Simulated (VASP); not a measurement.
# TiC: geometry relaxation (part 2 of 3)

Continued. System: TiC (P-6m2, 2 atoms in the cell). Method: Kohn-Sham DFT of a periodic cell, BLYP with D3(BJ), VASP PAW PBE potentials, recommended, no spin polarisation (VASP 6.6.1); cutoff 600 eV, 10×10×10 k-mesh, fermi-dirac of 0.05 eV. The structure was built on a prototype by a generator; it need not be a known phase.

Geometry of the input (Å; fractional positions):
```
3.0421  0.0000  0.0000
-1.5210  2.6345  0.0000
0.0000  0.0000  2.6980
Ti 0.0000  0.0000  0.5000
C  0.3333  0.6667  0.0000
```

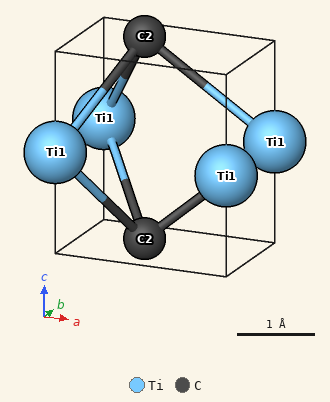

The geometry at step 3 of the log (ball-and-stick view of the cell of the calculation, seen slightly off an axis; atoms are numbered from 1 in the order of the input).

**Parts of OUTCAR, continued**
```
 -----------------------------------------------------------------------------
  energy-cutoff  :      600.00
  volume of cell :       21.62
      direct lattice vectors                 reciprocal lattice vectors
     3.042090000  0.000000000  0.000000000     0.328721372  0.189787269  0.000000000
    -1.521040000  2.634520000  0.000000000     0.000000000  0.379575786  0.000000000
     0.000000000  0.000000000  2.697970000     0.000000000  0.000000000  0.370649044

 POSITION                                       TOTAL-FORCE (eV/Angst)
 -----------------------------------------------------------------------------------
      0.00000      0.00000      1.34899        -0.000084      0.000049      0.000000
     -0.00001      1.75636      0.00000         0.000084     -0.000049      0.000000
 -----------------------------------------------------------------------------------
    total drift:                                0.000040      0.000081      0.000000

  FREE ENERGIE OF THE ION-ELECTRON SYSTEM (eV)
  ---------------------------------------------------
  free  energy   TOTEN  =       -17.6454959471 eV

  energy  without entropy=      -17.6420544773  energy(sigma->0) =      -17.64377521

--------------------------------------- Ionic step        2  -------------------------------------------

 number of electron      16.0000003 magnetization

------------------------ aborting loop because EDIFF is reached ----------------------------------------

 Edisp (eV)   -2.03638

 E8    (eV) :    -1.4871

  FORCE on cell =-STRESS in cart. coord.  units (eV):
  Direction    XX          YY          ZZ          XY          YZ          ZX
  --------------------------------------------------------------------------------------
  -------------------------------------------------------------------------------------
  Total       0.93551     0.93550     1.44833     0.00000     0.00000     0.00000
  in kB      74.26620    74.26599   114.97710     0.00029     0.00000     0.00000
  external pressure =       87.84 kB  Pullay stress =        0.00 kB

 VOLUME and BASIS-vectors are now :
 -----------------------------------------------------------------------------
  energy-cutoff  :      600.00
  volume of cell :       20.18
      direct lattice vectors                 reciprocal lattice vectors
     2.972906059 -0.000003917  0.000000000     0.336371463  0.194204605  0.000000000
    -1.486451535  2.574603615  0.000000000     0.000000512  0.388409600  0.000000000
     0.000000000  0.000000000  2.636783265     0.000000000  0.000000000  0.379249980

 POSITION                                       TOTAL-FORCE (eV/Angst)
 -----------------------------------------------------------------------------------
      2.97290     -0.00000      1.31839        -0.000036      0.000021      0.000000
     -0.00001      1.71641      0.00000         0.000036     -0.000021      0.000000
 -----------------------------------------------------------------------------------
    total drift:                                0.000044      0.000075      0.000000

  FREE ENERGIE OF THE ION-ELECTRON SYSTEM (eV)
  ---------------------------------------------------
  free  energy   TOTEN  =       -17.6413819806 eV

  energy  without entropy=      -17.6379790706  energy(sigma->0) =      -17.63968053

--------------------------------------- Ionic step        3  -------------------------------------------

 number of electron      16.0000001 magnetization

------------------------ aborting loop because EDIFF is reached ----------------------------------------

 Edisp (eV)   -1.96235

 E8    (eV) :    -1.4331

  FORCE on cell =-STRESS in cart. coord.  units (eV):
  Direction    XX          YY          ZZ          XY          YZ          ZX
  --------------------------------------------------------------------------------------
  -------------------------------------------------------------------------------------
  Total      -0.08429    -0.08434     0.15146    -0.00004     0.00000     0.00000
  in kB      -6.45300    -6.45628    11.59490    -0.00288     0.00000     0.00000
  external pressure =       -0.44 kB  Pullay stress =        0.00 kB

 VOLUME and BASIS-vectors are now :
 -----------------------------------------------------------------------------
  energy-cutoff  :      600.00
  volume of cell :       20.93
      direct lattice vectors                 reciprocal lattice vectors
     3.009172427 -0.000001864  0.000000000     0.332317400  0.191863694  0.000000000
    -1.504582882  2.606011911  0.000000000     0.000000238  0.383728238  0.000000000
     0.000000000  0.000000000  2.668857481     0.000000000  0.000000000  0.374692170

 POSITION                                       TOTAL-FORCE (eV/Angst)
 -----------------------------------------------------------------------------------
      3.00917     -0.00000      1.33443        -0.000068      0.000039      0.000000
     -0.00001      1.73735      0.00000         0.000068     -0.000039      0.000000
 -----------------------------------------------------------------------------------
    total drift:                                0.000044      0.000077     -0.000000

  FREE ENERGIE OF THE ION-ELECTRON SYSTEM (eV)
  ---------------------------------------------------
  free  energy   TOTEN  =       -17.6611571067 eV

  energy  without entropy=      -17.6577377007  energy(sigma->0) =      -17.65944740

--------------------------------------- Ionic step        4  -------------------------------------------

 number of electron      16.0000001 magnetization

------------------------ aborting loop because EDIFF is reached ----------------------------------------

 Edisp (eV)   -1.96366

 E8    (eV) :    -1.4340

  FORCE on cell =-STRESS in cart. coord.  units (eV):
  Direction    XX          YY          ZZ          XY          YZ          ZX
  --------------------------------------------------------------------------------------
  -------------------------------------------------------------------------------------
  Total      -0.07424    -0.07428     0.16577    -0.00004     0.00000     0.00000
  in kB      -5.68694    -5.69005    12.69860    -0.00273     0.00000     0.00000
  external pressure =        0.44 kB  Pullay stress =        0.00 kB

 VOLUME and BASIS-vectors are now :
 -----------------------------------------------------------------------------
  energy-cutoff  :      600.00
  volume of cell :       20.92
      direct lattice vectors                 reciprocal lattice vectors
     3.008514076 -0.000001901  0.000000000     0.332390123  0.191905686  0.000000000
    -1.504253739  2.605441749  0.000000000     0.000000243  0.383812214  0.000000000
     0.000000000  0.000000000  2.668275231     0.000000000  0.000000000  0.374773932

 POSITION                                       TOTAL-FORCE (eV/Angst)
 -----------------------------------------------------------------------------------
      3.00851     -0.00000      1.33414        -0.000068      0.000039      0.000000
     -0.00001      1.73697      0.00000         0.000068     -0.000039      0.000000
 -----------------------------------------------------------------------------------
    total drift:                                0.000044      0.000077     -0.000000

  FREE ENERGIE OF THE ION-ELECTRON SYSTEM (eV)
  ---------------------------------------------------
  free  energy   TOTEN  =       -17.6611556531 eV

  energy  without entropy=      -17.6577352170  energy(sigma->0) =      -17.65944544

--------------------------------------- Ionic step        5  -------------------------------------------

 number of electron      16.0000001 magnetization

------------------------ aborting loop because EDIFF is reached ----------------------------------------

 Edisp (eV)   -1.96541

 E8    (eV) :    -1.4353

  FORCE on cell =-STRESS in cart. coord.  units (eV):
  Direction    XX          YY          ZZ          XY          YZ          ZX
  --------------------------------------------------------------------------------------
  -------------------------------------------------------------------------------------
  Total      -0.01734    -0.01731     0.05269     0.00003     0.00000     0.00000
  in kB      -1.32942    -1.32698     4.03998     0.00210     0.00000     0.00000
  external pressure =        0.46 kB  Pullay stress =        0.00 kB

 VOLUME and BASIS-vectors are now :
 -----------------------------------------------------------------------------
  energy-cutoff  :      600.00
  volume of cell :       20.90
      direct lattice vectors                 reciprocal lattice vectors
     3.002428332 -0.000004285  0.000000000     0.333064011  0.192295106  0.000000000
    -1.501212942  2.600170202  0.000000000     0.000000549  0.384590525  0.000000000
     0.000000000  0.000000000  2.676738321     0.000000000  0.000000000  0.373589003

 POSITION                                       TOTAL-FORCE (eV/Angst)
 -----------------------------------------------------------------------------------
      3.00242     -0.00000      1.33837        -0.000019      0.000011      0.000000
     -0.00001      1.73345      0.00000         0.000019     -0.000011      0.000000
 -----------------------------------------------------------------------------------
    total drift:                                0.000044      0.000077     -0.000000

  FREE ENERGIE OF THE ION-ELECTRON SYSTEM (eV)
  ---------------------------------------------------
  free  energy   TOTEN  =       -17.6616950836 eV

  energy  without entropy=      -17.6585984047  energy(sigma->0) =      -17.66014674

--------------------------------------- Ionic step        6  -------------------------------------------

 number of electron      16.0000002 magnetization

------------------------ aborting loop because EDIFF is reached ----------------------------------------

 Edisp (eV)   -1.96605

 E8    (eV) :    -1.4358

  FORCE on cell =-STRESS in cart. coord.  units (eV):
  Direction    XX          YY          ZZ          XY          YZ          ZX
  --------------------------------------------------------------------------------------
  -------------------------------------------------------------------------------------
  Total       0.00397     0.00402     0.01215     0.00005     0.00000     0.00000
  in kB       0.30449     0.30864     0.93191     0.00359     0.00000     0.00000
  external pressure =        0.52 kB  Pullay stress =        0.00 kB

 VOLUME and BASIS-vectors are now :
 -----------------------------------------------------------------------------
  energy-cutoff  :      600.00
  volume of cell :       20.89
      direct lattice vectors                 reciprocal lattice vectors
     3.000213616 -0.000005153  0.000000000     0.333309930  0.192437216  0.000000000
    -1.500106339  2.598251788  0.000000000     0.000000661  0.384874552  0.000000000
     0.000000000  0.000000000  2.679818198     0.000000000  0.000000000  0.373159642

 POSITION                                       TOTAL-FORCE (eV/Angst)
 -----------------------------------------------------------------------------------
      3.00021     -0.00000      1.33991        -0.000002      0.000001      0.000000
     -0.00001      1.73217      0.00000         0.000002     -0.000001      0.000000
 -----------------------------------------------------------------------------------
    total drift:                                0.000043      0.000077      0.000000

  FREE ENERGIE OF THE ION-ELECTRON SYSTEM (eV)
  ---------------------------------------------------
  free  energy   TOTEN  =       -17.6617389290 eV

  energy  without entropy=      -17.6587402868  energy(sigma->0) =      -17.66023961

--------------------------------------- Ionic step        7  -------------------------------------------

 number of electron      16.0000002 magnetization

 Free energy of the ion-electron system (eV)
  ---------------------------------------------------
  ext. energy  EPLUGINS =         0.00000000
  ---------------------------------------------------
  free energy    TOTEN  =       -15.69561621 eV

  energy without entropy =      -15.69262818  energy(sigma->0) =      -15.69412219

 E-fermi :   9.3865     XC(G=0): -11.8224     alpha+bet :-18.2455

 val. band max:        9.3694355471   @ k =   0.2000   0.2000   0.0000
 cond. band min:       9.4498084416   @ k =   0.5000   0.5000   0.1000
 fundamental gap:      0.0803728945
 Fermi energy:         9.3865174332

 k-point     1 :       0.0000    0.0000    0.0000
  band No.  band energies     occupation
      1     -46.8931      2.00000
      2     -23.1830      2.00000
      3     -23.1829      2.00000
      4     -22.7294      2.00000
      5      -2.5511      2.00000
      6       7.8036      2.00000
      7       7.8037      2.00000
      8       8.4836      2.00000
      9      11.7041      0.00000
     10      12.7862      0.00000
     11      12.7862      0.00000
     12      15.2090      0.00000

 k-point     2 :       0.1000    0.0000    0.0000
  band No.  band energies     occupation
      1     -46.8870      2.00000
      2     -23.2279      2.00000
      3     -23.1930      2.00000
      4     -22.7241      2.00000
      5      -2.3654      2.00000
      6       7.4095      2.00000
      7       7.9484      2.00000
      8       8.6236      2.00000
      9      11.0504      0.00000
     10      12.7550      0.00000
     11      13.5148      0.00000
     12      14.8718      0.00000

 k-point     3 :      -0.1000    0.1000    0.0000
  band No.  band energies     occupation
      1     -46.8870      2.00000
      2     -23.2279      2.00000
      3     -23.1930      2.00000
      4     -22.7241      2.00000
      5      -2.3654      2.00000
      6       7.4095      2.00000
      7       7.9484      2.00000
      8       8.6236      2.00000
      9      11.0504      0.00000
     10      12.7550      0.00000
     11      13.5148      0.00000
     12      14.8718      0.00000

 k-point     4 :       0.2000    0.0000    0.0000
  band No.  band energies     occupation
      1     -46.8711      2.00000
      2     -23.3442      2.00000
      3     -23.2191      2.00000
      4     -22.7102      2.00000
      5      -1.8489      2.00000
      6       6.5756      2.00000
      7       8.3521      2.00000
      8       8.8448      1.99996
      9      10.2030      0.00000
     10      12.6743      0.00000
     11      14.1361      0.00000
     12      14.4520      0.00000

 k-point     5 :      -0.2000    0.2000    0.0000
  band No.  band energies     occupation
      1     -46.8711      2.00000
      2     -23.3442      2.00000
      3     -23.2191      2.00000
      4     -22.7102      2.00000
      5      -1.8489      2.00000
      6       6.5756      2.00000
      7       8.3521      2.00000
      8       8.8448      1.99996
      9      10.2030      0.00000
     10      12.6743      0.00000
     11      14.1360      0.00000
     12      14.4520      0.00000

 [... the levels of 18 k-points are left out ...]

 k-point    24 :      -0.2000    0.4000    0.0000
  band No.  band energies     occupation
      1     -46.8420      2.00000
      2     -23.5087      2.00000
      3     -23.3085      2.00000
      4     -22.6851      2.00000
      5      -0.7599      2.00000
      6       5.5580      2.00000
      7       8.1869      2.00000
      8       9.3694      1.16929
      9       9.6504      0.01017
     10      12.3175      0.00000
     11      13.0207      0.00000
     12      13.5949      0.00000

 [... further k-points ...]

------------------------ aborting loop because EDIFF is reached ----------------------------------------

 Edisp (eV)   -1.96612

 E8    (eV) :    -1.4358

  FORCE on cell =-STRESS in cart. coord.  units (eV):
  Direction    XX          YY          ZZ          XY          YZ          ZX
  --------------------------------------------------------------------------------------
  -------------------------------------------------------------------------------------
  Total       0.00440     0.00446     0.00659     0.00005     0.00000     0.00000
  in kB       0.33773     0.34216     0.50548     0.00384     0.00000     0.00000
  external pressure =        0.40 kB  Pullay stress =        0.00 kB

 VOLUME and BASIS-vectors are now :
 -----------------------------------------------------------------------------
  energy-cutoff  :      600.00
  volume of cell :       20.89
      direct lattice vectors                 reciprocal lattice vectors
     2.999983096 -0.000005243  0.000000000     0.333335548  0.192452019  0.000000000
    -1.499991158  2.598052108  0.000000000     0.000000673  0.384904139  0.000000000
     0.000000000  0.000000000  2.680138769     0.000000000  0.000000000  0.373115009

 POSITION                                       TOTAL-FORCE (eV/Angst)
 -----------------------------------------------------------------------------------
      2.99998     -0.00000      1.34007        -0.000000      0.000000      0.000000
     -0.00001      1.73204      0.00000         0.000000     -0.000000      0.000000
 -----------------------------------------------------------------------------------
    total drift:                                0.000041      0.000079      0.000000

  FREE ENERGIE OF THE ION-ELECTRON SYSTEM (eV)
  ---------------------------------------------------
  free  energy   TOTEN  =       -17.6617384607 eV

  energy  without entropy=      -17.6587504316  energy(sigma->0) =      -17.66024445

 reached required accuracy - stopping structural energy minimisation
```

**CONTCAR**
```
TiC
   1.00000000000000
     2.9999830959027309   -0.0000052429181998    0.0000000000000000
    -1.4999911576466816    2.5980521080709611    0.0000000000000000
     0.0000000000000000    0.0000000000000000    2.6801387693021148
  Ti              C
     1     1
Direct
     0.9999986406660972    0.0000013593340205    0.5000000000000000
     0.3333313593338993    0.6666686406659829    0.0000000000000000

  0.00000000E+00  0.00000000E+00  0.00000000E+00
  0.00000000E+00  0.00000000E+00  0.00000000E+00
```

**Trajectory as extended XYZ (Å, eV, eV/Å), 7 frames, from step=0 to step=6**
```
2
Lattice="3.0421 0.0000 0.0000 -1.5210 2.6345 0.0000 0.0000 0.0000 2.6980" Properties=species:S:1:pos:R:3:forces:R:3 step=0 energy=-17.64550
Ti    0.0000    0.0000    1.3490   -0.0001   0.0000   0.0000
C     0.0000    1.7564    0.0000    0.0001   0.0000   0.0000
2
Lattice="2.9729 -0.0000 0.0000 -1.4865 2.5746 0.0000 0.0000 0.0000 2.6368" Properties=species:S:1:pos:R:3:forces:R:3 step=1 energy=-17.64138
Ti    2.9729    0.0000    1.3184    0.0000   0.0000   0.0000
C     0.0000    1.7164    0.0000    0.0000   0.0000   0.0000
2
Lattice="3.0092 -0.0000 0.0000 -1.5046 2.6060 0.0000 0.0000 0.0000 2.6689" Properties=species:S:1:pos:R:3:forces:R:3 step=2 energy=-17.66116
Ti    3.0092    0.0000    1.3344   -0.0001   0.0000   0.0000
C     0.0000    1.7373    0.0000    0.0001   0.0000   0.0000
2
Lattice="3.0085 -0.0000 0.0000 -1.5043 2.6054 0.0000 0.0000 0.0000 2.6683" Properties=species:S:1:pos:R:3:forces:R:3 step=3 energy=-17.66116
Ti    3.0085    0.0000    1.3341   -0.0001   0.0000   0.0000
C     0.0000    1.7370    0.0000    0.0001   0.0000   0.0000
2
Lattice="3.0024 -0.0000 0.0000 -1.5012 2.6002 0.0000 0.0000 0.0000 2.6767" Properties=species:S:1:pos:R:3:forces:R:3 step=4 energy=-17.66170
Ti    3.0024    0.0000    1.3384    0.0000   0.0000   0.0000
C     0.0000    1.7335    0.0000    0.0000   0.0000   0.0000
2
Lattice="3.0002 -0.0000 0.0000 -1.5001 2.5983 0.0000 0.0000 0.0000 2.6798" Properties=species:S:1:pos:R:3:forces:R:3 step=5 energy=-17.66174
Ti    3.0002    0.0000    1.3399    0.0000   0.0000   0.0000
C     0.0000    1.7322    0.0000    0.0000   0.0000   0.0000
2
Lattice="3.0000 -0.0000 0.0000 -1.5000 2.5981 0.0000 0.0000 0.0000 2.6801" Properties=species:S:1:pos:R:3:forces:R:3 step=6 energy=-17.66174
Ti    3.0000    0.0000    1.3401    0.0000   0.0000   0.0000
C     0.0000    1.7320    0.0000    0.0000   0.0000   0.0000
```
